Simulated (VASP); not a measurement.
**Band-structure run, with input and output: TiO2 (part 2 of 2)**

The same run, continued: TiO2 (6 atoms in the cell); Kohn-Sham DFT of a periodic cell, PBE, VASP PAW PBE potentials, recommended, release 54, no spin polarisation (VASP 6.6.1); cutoff 520 eV, 6×6×9 k-mesh, fermi-dirac of 0.05 eV. The structure derives from a Materials Project entry.

Geometry of the input (Å; fractional positions):
```
4.5998  0.0000  0.0000
0.0000  4.5998  0.0000
0.0000  0.0000  2.9592
Ti 0.0000  0.0000  0.5000
Ti 0.5000  0.5000  0.0000
O  0.3043  0.3043  0.5000
O  0.1957  0.8043  0.0000
O  0.8043  0.1957  0.0000
O  0.6957  0.6957  0.5000
```

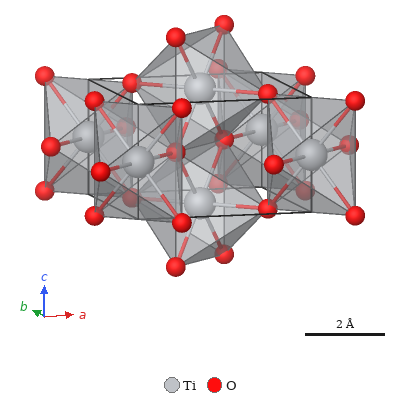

**Figure 1.** The input geometry (polyhedral view of the cell of the calculation, seen slightly off an axis; polyhedra are completed across the faces of the cell).

**Parts of OUTCAR, continued**
```
   k-points           NKPTS =     50   k-points in BZ     NKDIM =     50   number of bands    NBANDS=     28
   number of dos      NEDOS =    301   number of ions     NIONS =      6
   total plane-waves  NPLWV =  31104
   dimension x,y,z NGX =    36 NGY =   36 NGZ =   24
   dimension x,y,z NGXF=    72 NGYF=   72 NGZF=   48
   ions per type =               2   4
   NGX,Y,Z   is equivalent  to a cutoff of  13.01, 13.01, 13.48 a.u.
   NGXF,Y,Z  is equivalent  to a cutoff of  26.02, 26.02, 26.97 a.u.
 SYSTEM =  TiO2
   PREC   = accura    normal or accurate (medium, high low for compatibility)
   ISTART =      0    job   : 0-new  1-cont  2-samecut
   ICHARG =      2    charge: 1-file 2-atom 10-const
   ISPIN  =      1    spin polarized calculation?
   LNONCOLLINEAR =      F non collinear calculations
   LSORBIT =      F    spin-orbit coupling
   LASPH  =      T    aspherical Exc in radial PAW
   ENCUT  =  520.0 eV  38.22 Ry    6.18 a.u.   8.55  8.55  5.50*2*pi/ulx,y,z
   NELM   =     60;   NELMIN=  2; NELMDL= -5     # of ELM steps
   EDIFF  = 0.1E-05   stopping-criterion for ELM
   LREAL  =      F    real-space projection
   EDIFFG = 0.1E-04   stopping-criterion for IOM
   NSW    =      0    number of steps for IOM
   IBRION =     -1    ionic relax: 0-MD 1-quasi-New 2-CG
   NFREE  =      0    steps in history (QN), initial steepest desc. (CG)
   ISIF   =      2    stress and relaxation
   ISYM   =      2    0-nonsym 1-usesym 2-fastsym
   POTIM  = 0.5000    time-step for ionic-motion
   TEBEG  =    0.0;   TEEND  =   0.0 temperature during run
   PSTRESS=    0.0 pullay stress
   NELECT =      48.0000    total number of electrons
   NUPDOWN=      -1.0000    fix difference up-down
   EMIN   =  10.00;   EMAX   =-10.00  energy-range for DOS
   EFERMI =   0.00;   METHOD = LEGACY
   ISMEAR =    -1;   SIGMA  =   0.05  broadening in eV -4-tet -1-fermi 0-gaus
   EFERMI_NEDOS =   21; number of points for ismear=-14 and -15
   IALGO  =     38    algorithm
   IMIX   =      4    mixing-type and parameters
     AMIX     =   0.40;   BMIX     =  1.00
     AMIX_MAG =   1.60;   BMIX_MAG =  1.00
  volume/ion in A,a.u.               =      10.44        70.42
  Fermi-wavevector in a.u.,A,eV,Ry     =   1.498309  2.831394 30.544140  2.244931
  Thomas-Fermi vector in A             =   2.610085
   LORBIT       =      0    0 simple, 1 ext, 2 COOP (PROOUT), +10 PAW based schemes
   GGA     = PE    functional components
   LHFCALC =     F    Hartree Fock is set to
   AEXX    =    0.0000 exact exchange contribution
   IVDW    =     0    specifies the selected vdW correction
   LEPSILON=     F    determine dielectric tensor
   LRPA    =     F    only Hartree local field effects (RPA)
 non-spin polarized calculation
  energy-cutoff  :      520.00
  volume of cell :       62.61
 maximum number of plane-waves:      1720
 NGX is ok and might be reduce to    36
   NGX = 17   NGY = 17   NGZ = 11

 number of electron      48.0000021 magnetization

 Free energy of the ion-electron system (eV)
  ---------------------------------------------------
  ext. energy  EPLUGINS =         0.00000000
  ---------------------------------------------------
  free energy    TOTEN  =       -53.65236303 eV

  energy without entropy =      -53.65236303  energy(sigma->0) =      -53.65236303

 E-fermi :   5.7277     XC(G=0): -11.3977     alpha+bet :-13.7570

 val. band max:        4.8284101992   @ k =   0.0000   0.0000   0.0000
 cond. band min:       6.6672676654   @ k =   0.0000   0.0000   0.0000
 fundamental gap:      1.8388574662
 Fermi energy:         5.7276797297

 k-point     1 :       0.0000    0.0000    0.0000
  band No.  band energies     occupation
      1     -52.1127      2.00000
      2     -52.0958      2.00000
      3     -28.4173      2.00000
      4     -28.4173      2.00000
      5     -28.2544      2.00000
      6     -28.2544      2.00000
      7     -28.2127      2.00000
      8     -28.1796      2.00000
      9     -13.3722      2.00000
     10     -12.2088      2.00000
     11     -11.4862      2.00000
     12     -11.4862      2.00000
     13      -0.9328      2.00000
     14      -0.5120      2.00000
     15      -0.0808      2.00000
     16       1.0165      2.00000
     17       1.0165      2.00000
     18       2.2718      2.00000
     19       2.2718      2.00000
     20       2.8426      2.00000
     21       4.1185      2.00000
     22       4.3713      2.00000
     23       4.3713      2.00000
     24       4.8284      2.00000
     25       6.6673      0.00000
     26       6.9555      0.00000
     27       7.2015      0.00000
     28       7.2993      0.00000

 k-point     2 :       0.1667    0.0000    0.0000
  band No.  band energies     occupation
      1     -52.1115      2.00000
      2     -52.0969      2.00000
      3     -28.4086      2.00000
      4     -28.4077      2.00000
      5     -28.2650      2.00000
      6     -28.2642      2.00000
      7     -28.2105      2.00000
      8     -28.1818      2.00000
      9     -13.2756      2.00000
     10     -12.2139      2.00000
     11     -11.5815      2.00000
     12     -11.5232      2.00000
     13      -0.7536      2.00000
     14      -0.4006      2.00000
     15       0.0987      2.00000
     16       1.0276      2.00000
     17       1.0356      2.00000
     18       2.1003      2.00000
     19       2.2240      2.00000
     20       2.8564      2.00000
     21       3.8813      2.00000
     22       3.9413      2.00000
     23       4.1512      2.00000
     24       4.7281      2.00000
     25       6.8180      0.00000
     26       7.1485      0.00000
     27       7.4012      0.00000
     28       7.4229      0.00000

 k-point     3 :       0.3333    0.0000    0.0000
  band No.  band energies     occupation
      1     -52.1084      2.00000
      2     -52.1000      2.00000
      3     -28.3853      2.00000
      4     -28.3831      2.00000
      5     -28.2917      2.00000
      6     -28.2895      2.00000
      7     -28.2044      2.00000
      8     -28.1878      2.00000
      9     -13.0070      2.00000
     10     -12.3177      2.00000
     11     -11.7316      2.00000
     12     -11.6167      2.00000
     13      -0.3640      2.00000
     14      -0.1534      2.00000
     15       0.6787      2.00000
     16       1.0545      2.00000
     17       1.0692      2.00000
     18       1.7677      2.00000
     19       1.9980      2.00000
     20       2.8256      2.00000
     21       2.9444      2.00000
     22       3.5545      2.00000
     23       3.9366      2.00000
     24       4.4275      2.00000
     25       7.1096      0.00000
     26       7.3616      0.00000
     27       7.6560      0.00000
     28       7.7377      0.00000

 k-point     4 :       0.5000    0.0000    0.0000
  band No.  band energies     occupation
      1     -52.1042      2.00000
      2     -52.1042      2.00000
      3     -28.3647      2.00000
      4     -28.3647      2.00000
      5     -28.3111      2.00000
      6     -28.3111      2.00000
      7     -28.1961      2.00000
      8     -28.1961      2.00000
      9     -12.6374      2.00000
     10     -12.6374      2.00000
     11     -11.7184      2.00000
     12     -11.7184      2.00000
     13      -0.0770      2.00000
     14      -0.0770      2.00000
     15       1.0768      2.00000
     16       1.0768      2.00000
     17       1.5880      2.00000
     18       1.5880      2.00000
     19       1.7668      2.00000
     20       1.7668      2.00000
     21       3.1802      2.00000
     22       3.1802      2.00000
     23       4.0849      2.00000
     24       4.0849      2.00000
     25       7.3318      0.00000
     26       7.3318      0.00000
     27       7.8241      0.00000
     28       7.8241      0.00000

 k-point     5 :       0.1667    0.1667    0.0000
  band No.  band energies     occupation
      1     -52.1106      2.00000
      2     -52.0979      2.00000
      3     -28.4204      2.00000
      4     -28.3818      2.00000
      5     -28.2924      2.00000
      6     -28.2526      2.00000
      7     -28.2085      2.00000
      8     -28.1837      2.00000
      9     -13.1939      2.00000
     10     -12.2329      2.00000
     11     -11.6735      2.00000
     12     -11.5197      2.00000
     13      -0.7553      2.00000
     14      -0.1864      2.00000
     15       0.2569      2.00000
     16       0.9989      2.00000
     17       1.0721      2.00000
     18       1.8717      2.00000
     19       2.3258      2.00000
     20       2.8837      2.00000
     21       3.5419      2.00000
     22       3.8461      2.00000
     23       4.0304      2.00000
     24       4.6504      2.00000
     25       6.7419      0.00000
     26       7.3044      0.00000
     27       7.3078      0.00000
     28       7.5892      0.00000

 [... the levels of 18 k-points are left out ...]

 k-point    24 :       0.5000    0.0000    0.2222
  band No.  band energies     occupation
      1     -52.0878      2.00000
      2     -52.0878      2.00000
      3     -28.4026      2.00000
      4     -28.4026      2.00000
      5     -28.3193      2.00000
      6     -28.3193      2.00000
      7     -28.2794      2.00000
      8     -28.2794      2.00000
      9     -12.3313      2.00000
     10     -12.3313      2.00000
     11     -11.8409      2.00000
     12     -11.8409      2.00000
     13       0.4089      2.00000
     14       0.4089      2.00000
     15       0.6599      2.00000
     16       0.6599      2.00000
     17       1.3086      2.00000
     18       1.3086      2.00000
     19       2.0957      2.00000
     20       2.0957      2.00000
     21       2.7779      2.00000
     22       2.7779      2.00000
     23       4.0387      2.00000
     24       4.0387      2.00000
     25       7.4257      0.00000
     26       7.4257      0.00000
     27       7.9519      0.00000
     28       7.9519      0.00000

 [... further k-points ...]

------------------------ aborting loop because EDIFF is reached ----------------------------------------

  FORCE on cell =-STRESS in cart. coord.  units (eV):
  Direction    XX          YY          ZZ          XY          YZ          ZX
  --------------------------------------------------------------------------------------
  -------------------------------------------------------------------------------------
  Total        2.0023881      2.0023881      1.7999455      0.0000000      0.0000000      0.0000000
  in kB       51.2386395     51.2386395     46.0583836      0.0000000      0.0000000      0.0000000
  external PRESSURE =      49.5118875 kB  Pullay stress =       0.0000000 kB

 VOLUME and BASIS-vectors are now :
 -----------------------------------------------------------------------------
  energy-cutoff  :      520.00
  volume of cell :       62.61
      direct lattice vectors                 reciprocal lattice vectors
     4.599837324  0.000000000  0.000000000     0.217398993  0.000000000  0.000000000
     0.000000000  4.599837324  0.000000000     0.000000000  0.217398993  0.000000000
     0.000000000  0.000000000  2.959213560     0.000000000  0.000000000  0.337927622

 POSITION                                       TOTAL-FORCE (eV/Angst)
 -----------------------------------------------------------------------------------
      0.00000      0.00000      1.47961         0.000000      0.000000      0.000000
      2.29992      2.29992      0.00000         0.000000      0.000000      0.000000
      1.39983      1.39983      1.47961        -0.014872     -0.014872     -0.000000
      0.90009      3.69975      0.00000         0.014872     -0.014872      0.000000
      3.69975      0.90009      0.00000        -0.014872      0.014872      0.000000
      3.20001      3.20001      1.47961         0.014872      0.014872      0.000000
 -----------------------------------------------------------------------------------
    total drift:                                0.000000      0.000000      0.000000

  FREE ENERGIE OF THE ION-ELECTRON SYSTEM (eV)
  ---------------------------------------------------
  free  energy   TOTEN  =       -53.6523630316 eV

  energy  without entropy=      -53.6523630311  energy(sigma->0) =      -53.65236303
```

**CONTCAR**
```
TiO2
   1.00000000000000
     4.5998373239000001    0.0000000000000000    0.0000000000000000
     0.0000000000000000    4.5998373239000001    0.0000000000000000
     0.0000000000000000    0.0000000000000000    2.9592135599999998
  Ti              O
     2     4
Direct
     0.0000000000000000    0.0000000000000000    0.5000000000000000
     0.5000000000000000    0.5000000000000000    0.0000000000000000
     0.3043213199999997    0.3043213199999997    0.5000000000000000
     0.1956786800000003    0.8043213199999997    0.0000000000000000
     0.8043213199999997    0.1956786800000003    0.0000000000000000
     0.6956786800000003    0.6956786800000003    0.5000000000000000

  0.00000000E+00  0.00000000E+00  0.00000000E+00
  0.00000000E+00  0.00000000E+00  0.00000000E+00
  0.00000000E+00  0.00000000E+00  0.00000000E+00
  0.00000000E+00  0.00000000E+00  0.00000000E+00
  0.00000000E+00  0.00000000E+00  0.00000000E+00
  0.00000000E+00  0.00000000E+00  0.00000000E+00
```
